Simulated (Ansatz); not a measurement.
# Two runs on Ti

System: Ti (2 atoms in the cell).
Method of the first run: DFT PBEsol, scalar-relativistic, plane waves, PAW, no spin polarisation (Ansatz 0.2.0).

The structure derives from an entry of the Crystallography Open Database. Text and figures count atoms from 1; the logs count them from 0 in places.

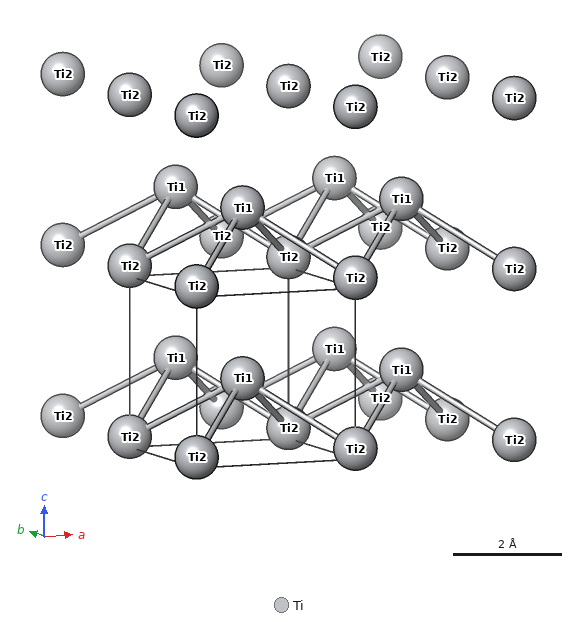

**Figure 1.** The input geometry (ball-and-stick view of the cell of the calculation, set on other vectors, repeated 2 × 2 × 2, seen slightly off an axis; atoms are numbered from 1 in the order of the input). An atom can appear more than once, as a periodic image. Near neighbours in the periodic cell (some may lie outside the picture): Ti has 4 Ti at 2.57 Å.

## The input, the first run
```yaml
crystal:
  lattice:
    - [0.0, -3.2102321259, 0.0]
    - [-3.2102321259, 0.0, 0.0]
    - [0.0, 0.0, -3.2102321259]
  atoms:
    - { symbol: Ti, position: [0.5, 0.5, 0.5623007908] }
    - { symbol: Ti, position: [0.0, 0.0, -0.0623007908] }
basis:
  ecutwfc: 420
kpoints:
  mp_grid: { grid: [18, 18, 18] }
hamiltonian:
  xc: pbesol
scf:
  occupations: { method: gaussian, width: 0.15 }
output:
  forces: true
  stress: true
  eigenvalues: true
```

Command:
```bash
ansatz run input.yaml --threads 2 --pin off --max-ram 5120MiB --backend cpu --events-out ev --progress --plain --runs-dir out
```

Hardware: 2 threads of Oxide Virtual Turin-like (Zen 5), 32 GiB of memory available, shared host.

## Output, shortened to warnings, some set-up lines, iterations and results (the first run)
```
Basis set: ecut = 420 eV, 619 PW (Γ), exchange–correlation on 48×48×48 points (8 copies of the dense FFT grid, shifted against one another)
Symmetry: 16 space group operations
k-points: 550 of 5832
Initial density: superposition of atomic densities (neutral atoms: chi_scale 0, normalization atom), corrected by the library's trained network
[...]
SCF iter   1: F=—  HF=-4947.224615 eV  |F-HF|=—  |Δ(HF+E_count)|=         —  Δρ=7.07e-3  dr2=1.09e-2  ethr=1.77e-3  ⟨swp⟩=3.3  Hψ=36256  notcnv=0
SCF iter   2: F=—  HF=-4947.221705 eV  |F-HF|=—  |Δ(HF+E_count)|=   2.91e-3  Δρ=3.40e-3  dr2=2.67e-3  ethr=4.55e-5  ⟨swp⟩=1.4  Hψ=14129  notcnv=0
SCF iter   3: F=—  HF=-4947.221078 eV  |F-HF|=—  |Δ(HF+E_count)|=   6.26e-4  Δρ=4.67e-4  dr2=9.74e-5  ethr=1.11e-5  ⟨swp⟩=2.9  Hψ=14793  notcnv=0
SCF iter   4: F=—  HF=-4947.221044 eV  |F-HF|=—  |Δ(HF+E_count)|=   3.48e-5  Δρ=1.45e-4  dr2=4.25e-6  ethr=4.06e-7  ⟨swp⟩=2.1  Hψ=13792  notcnv=0
SCF iter   5: F=—  HF=-4947.221044 eV  |F-HF|=—  |Δ(HF+E_count)|=   4.52e-7  Δρ=3.00e-5  dr2=1.60e-7  ethr=1.77e-8  ⟨swp⟩=2.5  Hψ=14080  notcnv=0
SCF iter   6: F=-4947.221044 eV  HF=-4947.221044 eV  |F-HF|=1.57e-9  |Δ(HF+E_count)|=   8.57e-8  Δρ=4.83e-6  dr2=4.56e-9  ethr=4.17e-10  ⟨swp⟩=4.6  Hψ=33411  notcnv=0
SCF 1 converged in 6 iterations: F = -4947.221044 eV  dr2 = 4.56e-9
SCF converged after 6 iterations
Free energy (F): -4947.221044 eV
Harris-Foulkes:  -4947.221044 eV  (|F-HF|=1.57e-9)
Internal energy: -4947.172184 eV  (E = F + TS)
E sigma→0 (E₀):  -4947.196614 eV
Entropy (-TS):   -0.048860 eV (-24.430 meV/atom)
Fermi energy:    13.732454 eV
--- Per-component energies (eV) ---
  E_band       = -293.987917
  E_kinetic    = 549.294401
  E_local      = -1615.817139  (includes V_loc(G=0)·N_el)
  E_nonlocal   = 20.626912
  E_hartree    = 669.736592
  E_xc         = -194.252362
  E_vxc        = -244.166446  (∫ρ·V_xc dr)
  E_paw        = -2046.438114  (= ΣΔE_a)
  E_vpaw       = -343.397050  (= ΣTr[D̂ρ^β])
  E_aug_tail   = 0.000224  (compensation charges beyond the density's cutoff)
  E_ewald      = -2330.601467
  E_core_change = 0.278769  (= ΣΔE_core)
  E_smearing   = -0.048860  (= −TS)
  E_closure    = 0.000000  (closes the sum)
  Σ components = -4947.221044   (vs F -4947.221044, Δ=0.00e0)
--- Forces (eV/Å), atoms counted from 1 ---
  atom   1  Ti     0.00000000     0.00000000     1.83042312
  atom   2  Ti     0.00000000     0.00000000    -1.83042312
  max |Σ_I F_I| component: 2.22e-16 eV/Å
--- Stress (GPa, compression-positive) ---
        5.706020       0.000000       0.000000
        0.000000       5.706020       0.000000
        0.000000       0.000000      -1.876183
  P = ⅓ Tr σ = 3.1786 GPa (31.786 kbar)
```

The input of the second run differs as follows (lines with − go, lines with + come):
```diff
-    - { symbol: Ti, position: [0.5, 0.5, 0.5623007908] }
-    - { symbol: Ti, position: [0.0, 0.0, -0.0623007908] }
+    - { symbol: Ti, position: [0.5, 0.5, 0.4454868081] }
+    - { symbol: Ti, position: [0.0, 0.0, 0.0545131919] }
```

How does the second run compare with the first run?

With the same functional and potentials, the second run lies 44.2 meV per atom lower. The pressure goes from 3.18 to 2.74 GPa. The largest force goes from 1.830 to 1.699 eV/Å. The number of SCF iterations is the same.

## Output, shortened to warnings, some set-up lines, iterations and results (the second run)
```
Basis set: ecut = 420 eV, 619 PW (Γ), exchange–correlation on 48×48×48 points (8 copies of the dense FFT grid, shifted against one another)
Symmetry: 16 space group operations
k-points: 550 of 5832
Initial density: superposition of atomic densities (neutral atoms: chi_scale 0, normalization atom), corrected by the library's trained network
[...]
SCF iter   1: F=—  HF=-4947.313357 eV  |F-HF|=—  |Δ(HF+E_count)|=         —  Δρ=6.75e-3  dr2=1.14e-2  ethr=1.77e-3  ⟨swp⟩=3.3  Hψ=36167  notcnv=0
SCF iter   2: F=—  HF=-4947.310397 eV  |F-HF|=—  |Δ(HF+E_count)|=   2.96e-3  Δρ=3.32e-3  dr2=3.24e-3  ethr=4.77e-5  ⟨swp⟩=1.1  Hψ=13345  notcnv=0
SCF iter   3: F=—  HF=-4947.309609 eV  |F-HF|=—  |Δ(HF+E_count)|=   7.88e-4  Δρ=6.29e-4  dr2=2.14e-4  ethr=1.35e-5  ⟨swp⟩=2.5  Hψ=13180  notcnv=0
SCF iter   4: F=—  HF=-4947.309543 eV  |F-HF|=—  |Δ(HF+E_count)|=   6.57e-5  Δρ=1.43e-4  dr2=3.72e-6  ethr=8.94e-7  ⟨swp⟩=2.2  Hψ=13945  notcnv=0
SCF iter   5: F=—  HF=-4947.309528 eV  |F-HF|=—  |Δ(HF+E_count)|=   1.46e-5  Δρ=2.44e-5  dr2=1.29e-7  ethr=1.55e-8  ⟨swp⟩=2.6  Hψ=13888  notcnv=0
SCF iter   6: F=-4947.309528 eV  HF=-4947.309528 eV  |F-HF|=4.44e-10  |Δ(HF+E_count)|=   4.63e-8  Δρ=3.85e-6  dr2=3.08e-9  ethr=4.17e-10  ⟨swp⟩=4.2  Hψ=33010  notcnv=0
SCF 1 converged in 6 iterations: F = -4947.309528 eV  dr2 = 3.08e-9
SCF converged after 6 iterations
Free energy (F): -4947.309528 eV
Harris-Foulkes:  -4947.309528 eV  (|F-HF|=4.44e-10)
Internal energy: -4947.260086 eV  (E = F + TS)
E sigma→0 (E₀):  -4947.284807 eV
Entropy (-TS):   -0.049443 eV (-24.721 meV/atom)
Fermi energy:    13.734024 eV
--- Per-component energies (eV) ---
  E_band       = -293.873855
  E_kinetic    = 548.888561
  E_local      = -1606.495509  (includes V_loc(G=0)·N_el)
  E_nonlocal   = 20.383959
  E_hartree    = 665.275791
  E_xc         = -194.199413
  E_vxc        = -244.092825  (∫ρ·V_xc dr)
  E_paw        = -2046.262201  (= ΣΔE_a)
  E_vpaw       = -343.108243  (= ΣTr[D̂ρ^β])
  E_aug_tail   = 0.000218  (compensation charges beyond the density's cutoff)
  E_ewald      = -2335.130261
  E_core_change = 0.278769  (= ΣΔE_core)
  E_smearing   = -0.049443  (= −TS)
  E_closure    = -0.000000  (closes the sum)
  Σ components = -4947.309528   (vs F -4947.309528, Δ=0.00e0)
--- Forces (eV/Å), atoms counted from 1 ---
  atom   1  Ti     0.00000000     0.00000000    -1.69921930
  atom   2  Ti     0.00000000     0.00000000     1.69921930
  max |Σ_I F_I| component: 0.00e0 eV/Å
--- Stress (GPa, compression-positive) ---
        4.420911       0.000000       0.000000
        0.000000       4.420911       0.000000
        0.000000       0.000000      -0.635519
  P = ⅓ Tr σ = 2.7354 GPa (27.354 kbar)
```

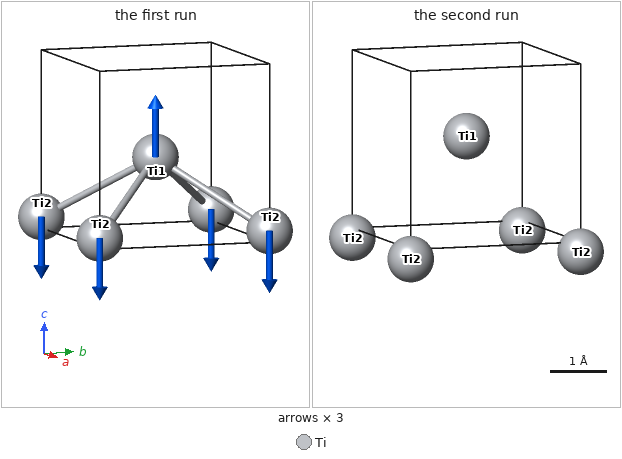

**Figure 2.** The two input geometries at one scale (ball-and-stick view of the cell of the calculation, set on other vectors, seen slightly off an axis). The blue arrows on the first give the shifts of the atoms relative to the cell, with their mean removed, magnified 3 times. The largest moves, 0.38 Å, are those of Ti1 and Ti2. (The mean shift of all atoms is removed.) The lattice vectors keep their values. Among the contacts that change: Ti1–Ti2 3.029 → 2.594 Å.

## The two runs side by side

| quantity | the first run | the second run |
| --- | --- | --- |
| outcome | converged | converged |
| free energy per atom (eV) | −2473.6105 | −2473.6548 |
| energy per atom, smearing taken to zero (eV) | −2473.5983 | −2473.6424 |
| gap on the mesh (eV) | 0.00 | 0.00 |
| pressure (GPa) | 3.18 | 2.74 |
| largest force (eV/Å) | 1.830 | 1.699 |
| SCF iterations | 6 | 6 |
| irreducible k-points | 550 | 550 |
| plane waves at Γ | 619 | 619 |
| wall time (shared host) | 4.6 s | 5.3 s |
